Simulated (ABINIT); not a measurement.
**Geometry relaxation, with input and output: TiB$_{2}$ (part 1 of 3)**

- system: TiB$_{2}$ (3 atoms in the cell)
- method: Kohn-Sham DFT of a periodic cell, LDA-PZ, JTH PAW LDA v2.0, no spin polarisation (ABINIT 10.8.3)

The structure derives from an entry of the Crystallography Open Database.

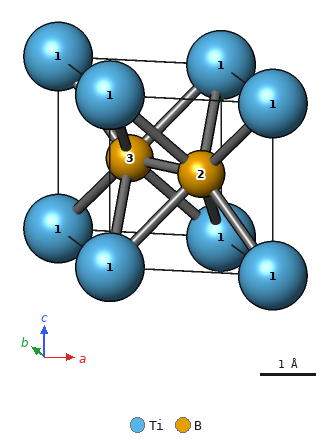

*The starting structure (ball-and-stick view of the cell of the calculation, seen slightly off an axis; atoms are numbered from 1 in the order of the input).*

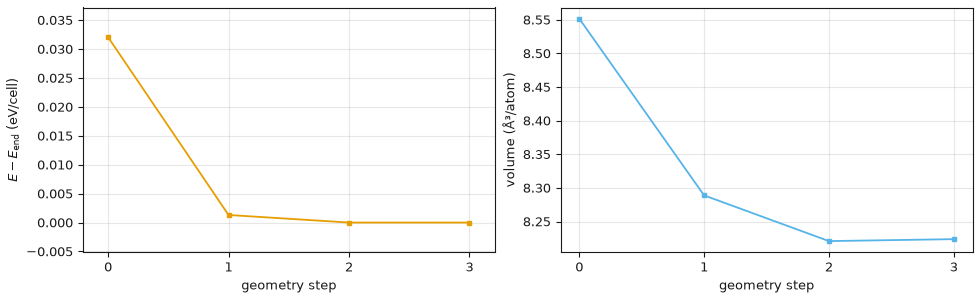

*Progress of the relaxation, step by step (steps are counted from 0).*

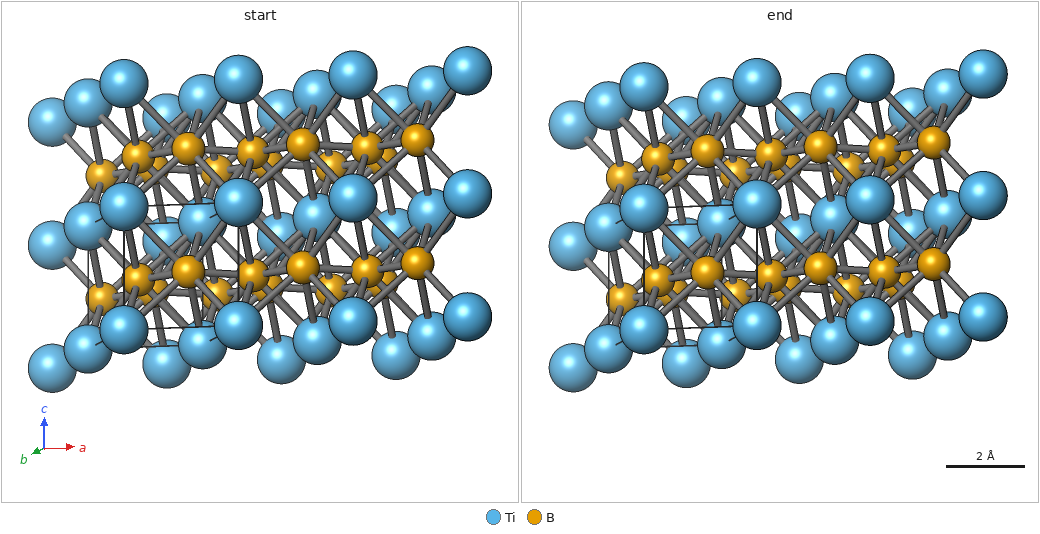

*Before (left) and after (right) the relaxation, at one scale (ball-and-stick view of the cell of the calculation, repeated 3 × 2 × 2, seen at an oblique angle).*

Over 3 geometry steps the energy falls by 32.1 meV per cell of the calculation. All forces vanish by symmetry, so only the cell relaxes. No atom moves by more than 0.005 Å relative to the cell. Cell: a = b 3.029 → 2.990 Å (−1.3 %), c 3.228 → 3.187 Å (−1.3 %). Volume −3.8 %. Among the contacts that change: Ti1–B2 2.380 → 2.349 Å, B2–B3 1.749 → 1.726 Å. The space group stays P6/mmm (No. 191). (Atoms are counted from 1 in the order of the input.)

The input that produced these results follows, with the program's output.

Input
```
# Pseudopotentials
pp_dirpath "./"
pseudos "Ti.LDA_PW-JTH.xml, B.LDA_PW-JTH.xml"

# Structure
acell 3.0292 3.0292 3.2284 Angstrom
rprim
     1.0000000000     0.0000000000     0.0000000000
    -0.5000000000     0.8660254038     0.0000000000
     0.0000000000     0.0000000000     1.0000000000
ntypat 2
znucl 22 5
natom 3
typat 1 2 2
xred
     0.0000000000     0.0000000000     0.0000000000
     0.6666666667     0.3333333333     0.5000000000
     0.3333333333     0.6666666667     0.5000000000
chkprim 0
chksymtnons 0
tolsym 1.0e-6

# Plane-wave basis
ecut 15.0
pawecutdg 30.0
pawovlp 30

# k points
kptopt 1
ngkpt 10 10 8
nshiftk 1
shiftk 0.0 0.0 0.0

# Exchange and correlation
ixc 2

# Bands and occupations
nband 13
occopt 3
tsmear 0.05 eV

# SCF cycle
nstep 100
tolvrs 1.0e-9

# Output
iomode 3
prtwf 0
prtden 0
prteig 0
prtebands 0
enunit 2

# Relaxation
ionmov 22
ntime 60
tolmxf 0.0001
optcell 1
dilatmx 1.08
ecutsm 0.5
```

Command:
```bash
abinit run.abi > log 2>&1
```

What the program printed
```
.Version 10.8.3 of ABINIT
 Symmetries : space group P6/m m m (#191); Bravais hP (primitive hexag.)
================================================================================
 Values of the parameters that define the memory need of the present run
     intxc =       0    ionmov =      22      iscf =      17    lmnmax =      18
     lnmax =       6     mgfft =      24  mpssoang =       3    mqgrid =    3001
     natom =       3  nloc_mem =       2    nspden =       1   nspinor =       1
    nsppol =       1      nsym =      24    n1xccc =       1    ntypat =       2
    occopt =       3   xclevel =       1
       mpw =         624          nfft =       13824          nkpt =          70
 PAW method is used; the additional fine FFT grid is defined by:
   mgfftf=        36    nfftf =     36864
================================================================================
================================================================================

--------------------------------------------------------------------------------
------------- Echo of variables that govern the present computation ------------
--------------------------------------------------------------------------------
 -outvars: echo values of preprocessed input variables --------
            acell      5.7243583806E+00  5.7243583806E+00  6.1007918249E+00 Bohr
              amu      4.78800000E+01  1.08110000E+01
          chkprim           0
      chksymtnons           0
          dilatmx      1.08000000E+00
             ecut      1.50000000E+01 Hartree
           ecutsm      5.00000000E-01 Hartree
           enunit           2
           ionmov          22
                       outvar_i_n : Printing only first  50 k-points.
              ixc           2
                       outvar_i_n : Printing only first  50 k-points.
         kptrlatt       10    0    0      0   10    0      0    0    8
          kptrlen      4.88063346E+01
            natom           3
            nband          13
            ngfft          24      24      24
          ngfftdg          32      32      36
             nkpt          70
            nstep         100
             nsym          24
            ntime          60
           ntypat           2
                       prtocc : prtvol=0, do not print more k-points.
           occopt           3
          optcell           1
        pawecutdg      3.00000000E+01 Hartree
          pawovlp      3.0000000000E+01
           prtden           0
        prtebands           0
           prteig           0
            prtwf           0
            rprim      1.0000000000E+00  0.0000000000E+00  0.0000000000E+00
                      -5.0000000000E-01  8.6602540380E-01  0.0000000000E+00
                       0.0000000000E+00  0.0000000000E+00  1.0000000000E+00
          spgroup         191
           tolmxf      1.00000000E-04
           tolsym      1.00000000E-06
           tolvrs      1.00000000E-09
           tsmear      1.83746611E-03 Hartree
            typat      1  2  2
           useylm           1
                       outvars : Printing only first  50 k-points.
           xangst      0.0000000000E+00  0.0000000000E+00  0.0000000000E+00
                       1.5146000000E+00  8.7445471773E-01  1.6142000000E+00
                      -3.9857384438E-17  1.7489094355E+00  1.6142000000E+00
            xcart      0.0000000000E+00  0.0000000000E+00  0.0000000000E+00
                       2.8621791903E+00  1.6524799260E+00  3.0503959124E+00
                      -7.5319540682E-17  3.3049598520E+00  3.0503959124E+00
             xred      0.0000000000E+00  0.0000000000E+00  0.0000000000E+00
                       6.6666666667E-01  3.3333333333E-01  5.0000000000E-01
                       3.3333333333E-01  6.6666666667E-01  5.0000000000E-01
            znucl       22.00000    5.00000

================================================================================

 chkinp: Checking input parameters for consistency.

================================================================================
== DATASET  1 ==================================================================

--- !DatasetInfo
iteration_state: {dtset: 1, }
dimensions: {natom: 3, nkpt: 70, mband: 13, nsppol: 1, nspinor: 1, nspden: 1, mpw: 624, }
cutoff_energies: {ecut:  15.0, pawecutdg:  30.0, }
electrons: {nelect:   1.80000000E+01, charge:   0.00000000E+00, occopt:   3.00000000E+00, tsmear:   1.83746611E-03, }
meta: {optdriver: 0, ionmov: 22, optcell: 1, iscf: 17, paral_kgb: 0, }
...

 Exchange-correlation functional for the present dataset will be:
  LDA: Perdew-Zunger-Ceperley-Alder - ixc=2
  J.P.Perdew and A.Zunger, PRB 23, 5048 (1981)

 Real(R)+Recip(G) space primitive vectors, cartesian coordinates (Bohr,Bohr^-1):
 R(1)=  5.7243584  0.0000000  0.0000000  G(1)=  0.1746921  0.1008585  0.0000000
 R(2)= -2.8621792  4.9574398  0.0000000  G(2)=  0.0000000  0.2017170  0.0000000
 R(3)=  0.0000000  0.0000000  6.1007918  G(3)=  0.0000000  0.0000000  0.1639131
 Unit cell volume ucvol=  1.7312926E+02 bohr^3
 Angles (23,13,12)=  9.00000000E+01  9.00000000E+01  1.20000000E+02 degrees

 Coarse grid specifications (used for wave-functions):

 getcut: wavevector=  0.0000  0.0000  0.0000  ngfft=  24  24  24
         ecut(hartree)=     17.496   => boxcut(ratio)=   2.08925

 Fine grid specifications (used for densities):

 getcut: wavevector=  0.0000  0.0000  0.0000  ngfft=  32  32  36
         ecut(hartree)=     34.992   => boxcut(ratio)=   2.09930

--- Pseudopotential description ------------------------------------------------
- pspini: atom type   1  psp file is ./Ti.LDA_PW-JTH.xml
 Pseudopotential format is: paw10
 basis_size (lnmax)=  6 (lmn_size= 18), orbitals=   0   0   1   1   2   2
 Spheres core radius: rc_sph= 2.30802695
 Shapefunction is BESSEL type: shapef(r,l)=aa(1,l)*jl(q(1,l)*r)+aa(2,l)*jl(q(2,l)*r)
 Radius for shape functions =  2.01037111
 Compensation charge density is not taken into account in XC energy/potential

- pspini: atom type   2  psp file is ./B.LDA_PW-JTH.xml
 Pseudopotential format is: paw10
 basis_size (lnmax)=  4 (lmn_size=  8), orbitals=   0   0   1   1
 Spheres core radius: rc_sph= 1.70616958
 Shapefunction is SIN type: shapef(r)=[sin(pi*r/rshp)/(pi*r/rshp)]**2
 Radius for shape functions =  1.40269776
 Compensation charge density is not taken into account in XC energy/potential

   5.92905182E+02                                ecore*ucvol(ha*bohr**3)
--------------------------------------------------------------------------------

================================================================================

=== [ionmov=22] Limited-memory Broyden-Fletcher-Goldfarb-Shanno method
================================================================================

--- Iteration: ( 1/60) Internal Cycle: (1/1)
--------------------------------------------------------------------------------

---SELF-CONSISTENT-FIELD CONVERGENCE--------------------------------------------

--- !BeginCycle
iteration_state: {dtset: 1, itime: 1, icycle: 1, }
solver: {iscf: 17, nstep: 100, nline: 4, wfoptalg: 10, }
tolerances: {tolvrs: 1.00E-09, }
...

     iter   Etot(hartree)      deltaE(h)  residm     nres2
 ETOT  1  -63.641610353457    -6.364E+01 4.143E+00 1.951E+01
 ETOT  2  -64.605072665610    -9.635E-01 2.437E-01 5.443E-01
 ETOT  3  -64.605767639170    -6.950E-04 1.283E-01 1.007E-01
 ETOT  4  -64.606028974593    -2.613E-04 2.560E-02 8.330E-02
 ETOT  5  -64.605817160579     2.118E-04 8.469E-03 8.061E-04
 ETOT  6  -64.605829080149    -1.192E-05 1.206E-02 1.110E-04
 ETOT  7  -64.605828904013     1.761E-07 5.831E-03 3.986E-05
 ETOT  8  -64.605828744763     1.593E-07 2.365E-03 3.037E-07
 ETOT  9  -64.605828747029    -2.266E-09 3.827E-04 1.669E-07
 ETOT 10  -64.605828746837     1.919E-10 5.402E-04 2.272E-08
 ETOT 11  -64.605828746779     5.873E-11 1.680E-04 3.701E-09
 ETOT 12  -64.605828746768     1.062E-11 1.411E-04 3.057E-11

 At SCF step   12       nres2   =  3.06E-11 < tolvrs=  1.00E-09 =>converged.

 Cartesian components of stress tensor (hartree/bohr^3)
  sigma(1 1)=  3.32991018E-04  sigma(3 2)=  0.00000000E+00
  sigma(2 2)=  3.32991018E-04  sigma(3 1)=  0.00000000E+00
  sigma(3 3)=  3.69142395E-04  sigma(2 1)=  0.00000000E+00

--- !ResultsGS
iteration_state: {dtset: 1, itime: 1, icycle: 1, }
comment   : Summary of ground state results
lattice_vectors:
- [  5.7243584,   0.0000000,   0.0000000, ]
- [ -2.8621792,   4.9574398,   0.0000000, ]
- [  0.0000000,   0.0000000,   6.1007918, ]
lattice_lengths: [   5.72436,    5.72436,    6.10079, ]
lattice_angles: [ 90.000,  90.000, 120.000, ] # degrees, (23, 13, 12)
lattice_volume:   1.7312926E+02
convergence: {deltae:  1.062E-11, res2:  3.057E-11, residm:  1.411E-04, diffor: null, }
etotal    :  -6.46058287E+01
entropy   :   0.00000000E+00
fermie    :   3.59544351E-01
cartesian_stress_tensor: # hartree/bohr^3
- [  3.32991018E-04,   0.00000000E+00,   0.00000000E+00, ]
- [  0.00000000E+00,   3.32991018E-04,   0.00000000E+00, ]
- [  0.00000000E+00,   0.00000000E+00,   3.69142395E-04, ]
pressure_GPa:  -1.0151E+01
xred      :
- [  0.0000E+00,   0.0000E+00,   0.0000E+00, Ti]
- [  6.6667E-01,   3.3333E-01,   5.0000E-01,  B]
- [  3.3333E-01,   6.6667E-01,   5.0000E-01,  B]
cartesian_forces: # hartree/bohr
- [  7.83972935E-30,   4.52626985E-30,  -0.00000000E+00, ]
- [  7.83972935E-30,   4.52626985E-30,  -0.00000000E+00, ]
- [ -1.56794587E-29,  -9.05253970E-30,  -0.00000000E+00, ]
force_length_stats: {min:   9.05253970E-30, max:   1.81050794E-29, mean:   1.20700529E-29, }
...

 Integrated electronic density in atomic spheres:
 ------------------------------------------------
 Atom  Sphere_radius  Integrated_density
    1        2.30803         10.40083427
    2        1.70617          1.94220970
    3        1.70617          1.94220970

---OUTPUT-----------------------------------------------------------------------

 Cartesian coordinates (xcart) [bohr]
  0.00000000000000E+00  0.00000000000000E+00  0.00000000000000E+00
  2.86217919029993E+00  1.65247992601830E+00  3.05039591244034E+00
 -7.53195406821648E-17  3.30495985203660E+00  3.05039591244034E+00
 Reduced coordinates (xred)
  0.00000000000000E+00  0.00000000000000E+00  0.00000000000000E+00
  6.66666666666666E-01  3.33333333333333E-01  5.00000000000000E-01
  3.33333333333333E-01  6.66666666666666E-01  5.00000000000000E-01
 Cartesian forces (fcart) [Ha/bohr]; max,rms= 1.56795E-29 7.39137E-30 (free atoms)
  7.83972934643616E-30  4.52626984845739E-30 -0.00000000000000E+00
  7.83972934643616E-30  4.52626984845739E-30 -0.00000000000000E+00
 -1.56794586928723E-29 -9.05253969691479E-30 -0.00000000000000E+00
 Gradient of E wrt nuclear positions in reduced coordinates (gred)
 -4.48774203859065E-29  4.52592282263621E-45 -0.00000000000000E+00
 -4.48774203859065E-29  4.52592282263621E-45 -0.00000000000000E+00
  8.97548407718129E-29 -4.78831067864498E-45  0.00000000000000E+00
 Scale of Primitive Cell (acell) [bohr]
  5.72435838059985E+00  5.72435838059985E+00  6.10079182488068E+00
 Real space primitive translations (rprimd) [bohr]
  5.72435838059985E+00  0.00000000000000E+00  0.00000000000000E+00
 -2.86217919029993E+00  4.95743977805490E+00  0.00000000000000E+00
  0.00000000000000E+00  0.00000000000000E+00  6.10079182488068E+00
 Unitary Cell Volume (ucvol) [Bohr^3]=  1.73129258367641E+02
 Angles (23,13,12)= [degrees]
  9.00000000000000E+01  9.00000000000000E+01  1.19999999999554E+02
 Lengths [Bohr]
  5.72435838059985E+00  5.72435838067700E+00  6.10079182488068E+00
 Stress tensor in cartesian coordinates (strten) [Ha/bohr^3]
  3.32991018306056E-04  0.00000000000000E+00  0.00000000000000E+00
  0.00000000000000E+00  3.32991017583214E-04  0.00000000000000E+00
  0.00000000000000E+00  0.00000000000000E+00  3.69142395317702E-04
 Total energy (etotal) [Ha]= -6.46058287467681E+01

--- Iteration: ( 2/60) Internal Cycle: (1/1)
--------------------------------------------------------------------------------

---SELF-CONSISTENT-FIELD CONVERGENCE--------------------------------------------

--- !BeginCycle
iteration_state: {dtset: 1, itime: 2, icycle: 1, }
solver: {iscf: 17, nstep: 100, nline: 4, wfoptalg: 10, }
tolerances: {tolvrs: 1.00E-09, }
...

     iter   Etot(hartree)      deltaE(h)  residm     nres2
 ETOT  1  -64.620504085012    -6.462E+01 4.195E+00 4.615E+00
 ETOT  2  -64.621481303199    -9.772E-04 5.144E-02 3.710E+00
 ETOT  3  -64.606381609650     1.510E-02 1.557E-02 2.949E-02
 ETOT  4  -64.606976480215    -5.949E-04 1.914E-03 4.420E-03
 ETOT  5  -64.606961773952     1.471E-05 1.671E-04 1.112E-03
 ETOT  6  -64.606958537300     3.237E-06 1.517E-05 7.762E-06
 ETOT  7  -64.606958562227    -2.493E-08 3.134E-05 2.042E-06
 ETOT  8  -64.606958558699     3.529E-09 2.887E-05 6.476E-08
 ETOT  9  -64.606958558527     1.716E-10 1.044E-05 4.015E-09
 ETOT 10  -64.606958558527    -3.411E-13 1.741E-05 3.906E-10

 At SCF step   10       nres2   =  3.91E-10 < tolvrs=  1.00E-09 =>converged.

 Cartesian components of stress tensor (hartree/bohr^3)
  sigma(1 1)=  4.17149352E-05  sigma(3 2)=  0.00000000E+00
  sigma(2 2)=  4.17149345E-05  sigma(3 1)=  0.00000000E+00
  sigma(3 3)=  1.38385882E-04  sigma(2 1)=  0.00000000E+00
```
